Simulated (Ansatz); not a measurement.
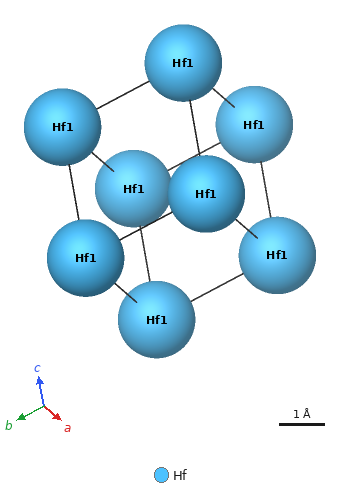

*The input geometry (spheres-only view of the cell of the calculation, seen at an oblique angle; atoms are numbered from 1 in the order of the input).*

**Hf: field-gradient calculation**

The run: field-gradient calculation of Hf (R-3m, 1 atom in the cell). Method and program: DFT, PBE, PAW with Ansatz's default frozen-core files, scalar-relativistic, no spin polarisation (Ansatz 0.2.0).

The structure derives from an entry of the Crystallography Open Database. It belongs to a series of runs on one base structure; here: equal xy, yz and zx shear strains of +2 %, PAW files. Figures and captions count atoms from 1; the log counts them from 0 in places.

### Output
```
Hf: output.efg is read without spin–orbit coupling, which moves field gradients at and beside such atoms by some per cent and up to a factor of two; PAW files take it under magnetization.noncollinear and magnetization.spin_orbit
Engine: ansatz 0.2.0, aarch64-unknown-linux-gnu
Pseudopotentials: kind: paw
Pseudopotential: Hf, paw, valence charge 26, recommended cutoff 420 eV (normal), Hf.paw.azcp
Functional definition: PBE
  parameter kappa = 0.804
  parameter beta = 0.06672455060314922
  exchange = pbe_x(kappa = kappa, mu = beta*pi^2/3)
  correlation = pbe_c(beta = beta)
Crystal: 1 atoms, lattice volume = 23.516 Å³
Basis set: ecut = 420 eV, 447 PW (Γ), exchange–correlation on 48×48×48 points (8 copies of the dense FFT grid, shifted against one another)
Bands: 17, of which v1, the nominal top of the filled ones, is band 13 counted from 1 (12 counted from 0)
Symmetry: 12 space group operations
Space group: R-3m (ITA 166), of the structure as read, at distance tolerance 2.9e-5 Å
k-points: 288 of 2744
Non-local potential: Hf, projectors of the file, l = 0: 3, l = 1: 2, l = 2: 2, l = 3: 3
PAW form: soft (Blöchl's): semilocal exchange-correlation on the pseudo side does not see the compensation charge
PAW one-centre angular grid: Hf, 590 points (default); XC on 64 Gauss nodes
Initial density: superposition of atomic densities (neutral atoms: chi_scale 0, normalization atom), corrected by the library's trained network
Initial wavefunctions: pseudopotential atomic-orbital guess
Functional: x = pbe(κ = 0.804, μ = 0.2195149727645171), c = pbe(β = 0.06672455060314922)
SCF iter   1: F=—  HF=-15721.166601 eV  |F-HF|=—  |Δ(HF+E_count)|=         —  Δρ=2.27e-3  dr2=5.86e-4  ethr=1.77e-3  ⟨swp⟩=5.1  Hψ=20882  notcnv=0
preconditioner: auto → Kerker (q_TF=auto, 2.774 Å⁻¹)  [metal: Δε(μ)=0.006 eV  Ē_g=18.375 eV  σ=0.050 eV  W_gap=0.03  n_scr=12 (ndim 8)  ℏωp=37.5 eV  f_vac=0.000  D(μ)=2.17/eV (n_scr^D=18)]
SCF iter   2: F=—  HF=-15721.166538 eV  |F-HF|=—  |Δ(HF+E_count)|=   6.30e-5  Δρ=1.38e-3  dr2=2.43e-4  ethr=2.25e-6  ⟨swp⟩=2.6  Hψ=10570  notcnv=0
SCF iter   3: F=—  HF=-15721.166555 eV  |F-HF|=—  |Δ(HF+E_count)|=   1.70e-5  Δρ=2.01e-4  dr2=6.76e-6  ethr=9.36e-7  ⟨swp⟩=1.8  Hψ=5352  notcnv=0
SCF iter   4: F=—  HF=-15721.166556 eV  |F-HF|=—  |Δ(HF+E_count)|=   1.30e-6  Δρ=1.18e-4  dr2=2.09e-6  ethr=2.60e-8  ⟨swp⟩=2.0  Hψ=8370  notcnv=0
SCF iter   5: F=—  HF=-15721.166554 eV  |F-HF|=—  |Δ(HF+E_count)|=   1.64e-6  Δρ=3.45e-5  dr2=1.25e-7  ethr=8.03e-9  ⟨swp⟩=2.1  Hψ=8670  notcnv=0
SCF iter   6: F=-15721.166554 eV  HF=-15721.166554 eV  |F-HF|=7.76e-9  |Δ(HF+E_count)|=   6.05e-8  Δρ=7.94e-6  dr2=1.44e-8  ethr=3.85e-10  ⟨swp⟩=8.9  Hψ=33088  notcnv=0
SCF 1 converged in 6 iterations: F = -15721.166554 eV  dr2 = 1.44e-8
  greatest PAW one-centre occupation: 0.998 electrons in one spin orbital (limit 2), on the Hf atom at site 0 (counted from 0), in its partial waves of l = 0
SCF converged after 6 iterations
Free energy (F): -15721.166554 eV
Harris-Foulkes:  -15721.166554 eV  (|F-HF|=7.76e-9)
Internal energy: -15721.148836 eV  (E = F + TS)
E sigma→0 (E₀):  -15721.157695 eV
Entropy (-TS):   -0.017718 eV (-17.718 meV/atom)
Fermi energy:    18.499778 eV
--- Per-component energies (eV) ---
  E_band       = 6.473011
  E_kinetic    = 422.690080
  E_local      = -5202.789822  (includes V_loc(G=0)·N_el)
  E_nonlocal   = -1244.661706
  E_hartree    = 2436.628947
  E_xc         = -299.371235
  E_vxc        = -265.240560  (∫ρ·V_xc dr)
  E_paw        = -6927.237780  (= ΣΔE_a)
  E_vpaw       = 1423.227777  (= ΣTr[D̂ρ^β])
  E_aug_tail   = -0.000001  (compensation charges beyond the density's cutoff)
  E_ewald      = -4906.407319
  E_smearing   = -0.017718  (= −TS)
  E_closure    = 0.000000  (closes the sum)
  Σ components = -15721.166554   (vs F -15721.166554, Δ=0.00e0)
--- Forces (eV/Å), atoms counted from 1 ---
  atom   1  Hf    -0.00000000     0.00000000     0.00000000
  max |Σ_I F_I| component: 6.57e-32 eV/Å
--- Stress (GPa, compression-positive) ---
       -4.881454      -0.994184      -0.994184
       -0.994184      -4.881454      -0.994184
       -0.994184      -0.994184      -4.881454
  P = ⅓ Tr σ = -4.8815 GPa (-48.815 kbar)
--- PAW observables at the nuclei: V_zz in 10²¹ V/m², potentials from the cell's mean, atoms counted from 1 ---
  atom   1  Hf V_zz =    -3.768946   η = 0.0000   by run symmetry: allowed
            electrostatic potential = -14182.290810 V   contact ρ = 7528665.042942 e/Å³
--- Band table (eV; the first three rows and the last of 288) ---
  k-point 0: bands = ["-43.1791", "-11.5152", "-11.4788", "-11.4788", "6.8481", "6.8542", "6.8542", "6.9125", "6.9157", "6.9157", "6.9403", "11.6377", "19.8345", "19.8345", "20.2589", "22.6474", "22.6474"]
  k-point 1: bands = ["-43.1766", "-11.5430", "-11.4966", "-11.4791", "6.8495", "6.8559", "6.8564", "6.9110", "6.9146", "6.9149", "6.9375", "11.8115", "19.7218", "19.8276", "20.3693", "22.4876", "22.6525"]
  k-point 2: bands = ["-43.1696", "-11.6354", "-11.5308", "-11.4798", "6.8526", "6.8611", "6.8627", "6.9062", "6.9112", "6.9131", "6.9309", "12.3110", "19.4243", "19.6307", "20.8162", "22.2430", "22.6839"]
  k-point 287: bands = ["-43.0830", "-12.0068", "-12.0068", "-11.9349", "6.8358", "6.8795", "6.8795", "6.8795", "6.9199", "6.9226", "6.9226", "16.1350", "16.1350", "24.5613", "25.0763", "25.0763", "25.2392"]
```

### File rho_z.tsv
```
# z_ang	rho[e/angstrom^3]
# format = ansatz-planar-average/11
# lattice	-1.768900000	1.805000000	1.805000000
# lattice	1.805000000	-1.768900000	1.805000000
# lattice	1.805000000	1.805000000	-1.768900000
# sites	1
# site	72	0.000000000	0.000000000	0.000000000
0.000000	2.986364e0
0.129402	2.849305e0
0.258804	2.476975e0
0.388206	1.968321e0
0.517608	1.440181e0
0.647010	9.845173e-1
0.776412	6.459474e-1
0.905814	4.248077e-1
1.035216	2.957443e-1
1.164618	2.273448e-1
1.294021	1.940291e-1
1.423423	1.795053e-1
1.552825	1.754833e-1
1.682227	1.795053e-1
1.811629	1.940291e-1
1.941031	2.273448e-1
2.070433	2.957443e-1
2.199835	4.248077e-1
2.329237	6.459474e-1
2.458639	9.845173e-1
2.588041	1.440181e0
2.717443	1.968321e0
2.846845	2.476975e0
2.976247	2.849305e0
```

### File v_z.tsv
```
# z_ang	v_es[eV]	v_tot[eV]
# format = ansatz-planar-average/11
# xc	pbe
# density_cutoff_ev	1680
# datasets	Hf=:simpson_from_first_knot:soft
# lattice	-1.768900000	1.805000000	1.805000000
# lattice	1.805000000	-1.768900000	1.805000000
# lattice	1.805000000	1.805000000	-1.768900000
# sites	1
# site	72	0.000000000	0.000000000	0.000000000
0.000000	5.559180e0	-8.729466e0
0.129402	5.701824e0	-8.439450e0
0.258804	6.150137e0	-7.579462e0
0.388206	6.953080e0	-6.170675e0
0.517608	8.160816e0	-4.259396e0
0.647010	9.768664e0	-1.947980e0
0.776412	1.166336e1	6.102214e-1
0.905814	1.362225e1	3.183043e0
1.035216	1.540395e1	5.490358e0
1.164618	1.681124e1	7.292639e0
1.294021	1.777371e1	8.493923e0
1.423423	1.833343e1	9.142416e0
1.552825	1.851673e1	9.337029e0
1.682227	1.833343e1	9.142416e0
1.811629	1.777371e1	8.493923e0
1.941031	1.681124e1	7.292639e0
2.070433	1.540395e1	5.490358e0
2.199835	1.362225e1	3.183043e0
2.329237	1.166336e1	6.102214e-1
2.458639	9.768664e0	-1.947980e0
2.588041	8.160816e0	-4.259396e0
2.717443	6.953080e0	-6.170675e0
2.846845	6.150137e0	-7.579462e0
2.976247	5.701824e0	-8.439450e0
```

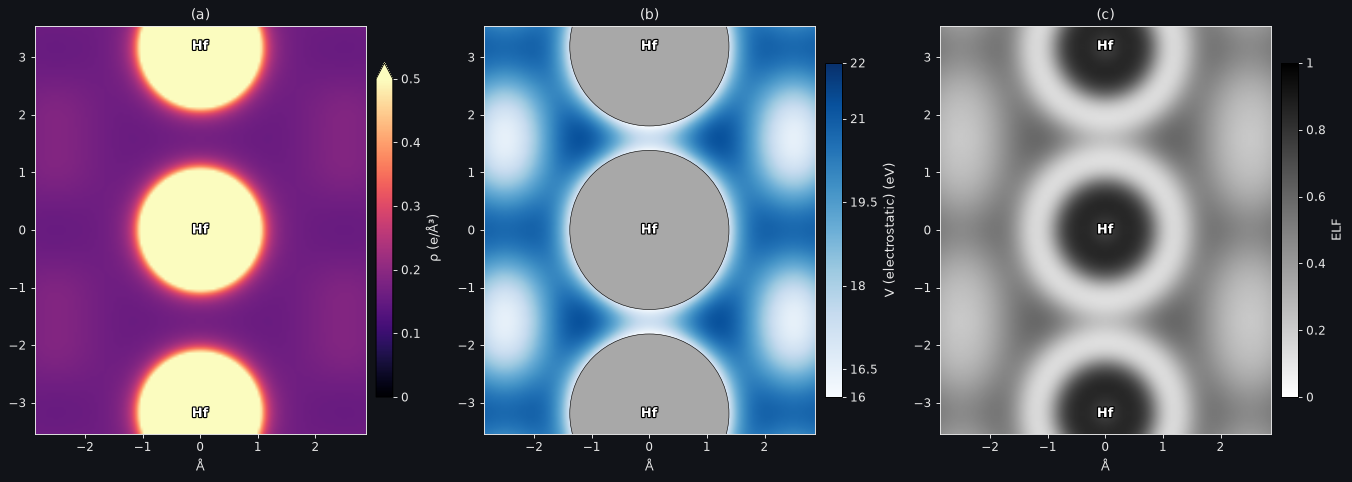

*(a) valence electron density; (b) electrostatic potential energy of an electron; (c) electron localisation function on the (100) plane of the conventional cell. Grey discs, where drawn, cover atomic cores.*

Hf–Hf (3.19 Å): ρ at the midpoint is about 0.17 e/Å³; the ELF is about 0.25 at the midpoint (no shared electron pair). Away from the nuclei the density in this plane falls to 0.16 e/Å³ at its lowest. The strong features right at Hf lie inside the PAW spheres (semicore, d or f shells) and say nothing about bonding. Outside the cores the potential energy rises away from the atoms and is highest about 2.0 Å from the nearest atoms; outside the discs it spans about 5 eV, and its zero is arbitrary. The fields are those of the smooth PAW valence density.

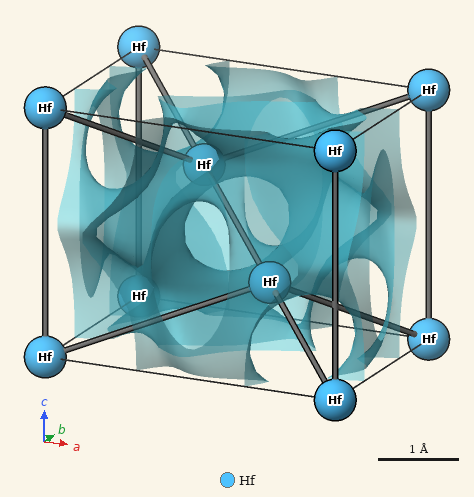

*Isosurface of the electron localisation function at 0.4 (cyan), seen slightly off an axis. Only the valence region is drawn (cores and ρ < 0.01 e/Å³ removed). Sticks mark near contacts. The outline is the cell set on symmetry axes.*

The ELF exceeds this value in one network that runs through the whole crystal, counted in one cell of 3 atoms. Along the contacts the grid gives the following. Hf–Hf (3.11 Å): the ELF is about 0.20 at the midpoint (no localised pair between them). Hf–Hf (3.19 Å): the ELF is about 0.25 at the midpoint (no shared electron pair).

The run was set up as follows.

### The input
```yaml
crystal:
  lattice:
    - [-1.7689, 1.805, 1.805]
    - [1.805, -1.7689, 1.805]
    - [1.805, 1.805, -1.7689]
  atoms:
    - { symbol: Hf, position: [0.0, 0.0, 0.0] }
kpoints:
  mp_grid: { grid: [14, 14, 14] }
scf:
  occupations: { method: fermi_dirac, width: 0.05 }
hamiltonian:
  xc: pbe
  pseudopotentials: { kind: paw }
output:
  forces: true
  stress: true
  eigenvalues: true
  efg: { contact_densities: true }
  write_density: true
  write_potential: true
  elf: true
  volumetric_format: npy
```

Run as:
```bash
ansatz run input.yaml --threads 1 --pin off --max-ram 3072MiB --backend cpu --events-out ev --progress --plain --runs-dir out
```

### Key numbers

```csv
quantity,value
outcome,converged
space group (tolerance 0.01 Å),R-3m (166)
electrons treated,26
free energy,−15721.1666 eV
Fermi energy,18.500 eV
pressure,−4.88 GPa
field gradient V_zz (10²¹ V/m²),Hf −3.77
largest force (length of the vector),under 0.001 eV/Å
hardware,"1 thread of Arm Neoverse V1, 24 GiB of memory available, shared host"
wall time,10 s
peak memory,0.44 GiB
```

### Notes

Warnings of the run: the field gradients leave out spin–orbit coupling. Spin–orbit coupling is left out, which matters for Hf.
